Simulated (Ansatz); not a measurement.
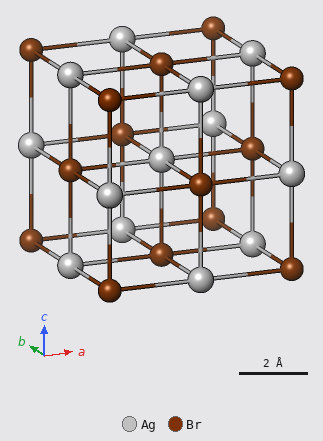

Lattice vibrations of solid AgBr, space group Fm-3m (No. 225), at the zone centre of a doubled cell. The picture is a ball-and-stick view of the conventional cell (2 times the calculation's cell), seen slightly off an axis. Lengths and directions refer to the drawn axes.

Level of theory: Ansatz 0.2.0, DFT PBE, scalar-relativistic, plane waves, PAW. Set-up: plane-wave cutoff 420 eV; k-point mesh 8 × 8 × 6; occupations gaussian; smearing width 0.05 eV; no spin polarisation.

Frequencies are those without the non-analytic (LO–TO) term.

> Which modes does it have, at what frequencies, and is it stable there?

The calculation's cell holds 4 atoms, so there are 9 modes besides the translations, in 5 levels. No level is unstable.

```json
{"level": "1", "degeneracy": "2", "frequency (cm⁻¹)": "31", "origin": "zone boundary"}
{"level": "2", "degeneracy": "1", "frequency (cm⁻¹)": "45", "origin": "zone boundary"}
{"level": "3", "degeneracy": "3", "frequency (cm⁻¹)": "68", "origin": "zone centre"}
{"level": "4", "degeneracy": "2", "frequency (cm⁻¹)": "91", "origin": "zone boundary"}
{"level": "5", "degeneracy": "1", "frequency (cm⁻¹)": "115", "origin": "zone boundary"}
```

The modes drawn as arrows (one member of each degenerate set):

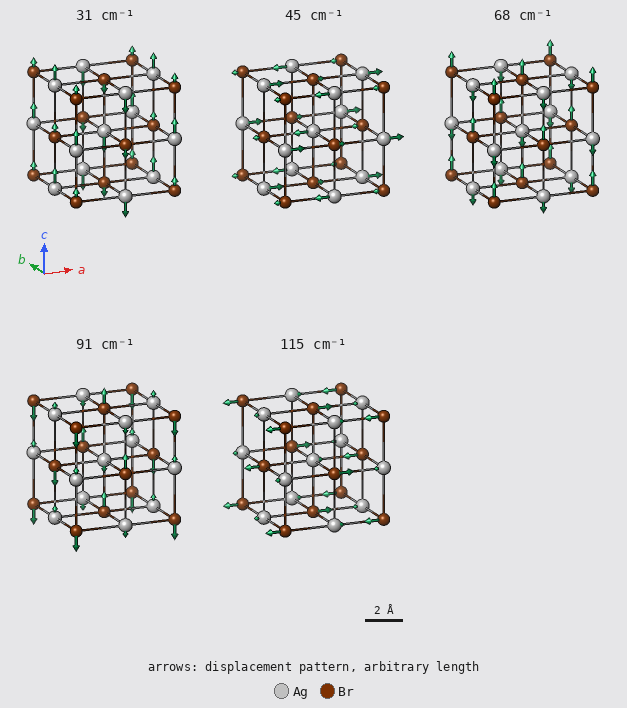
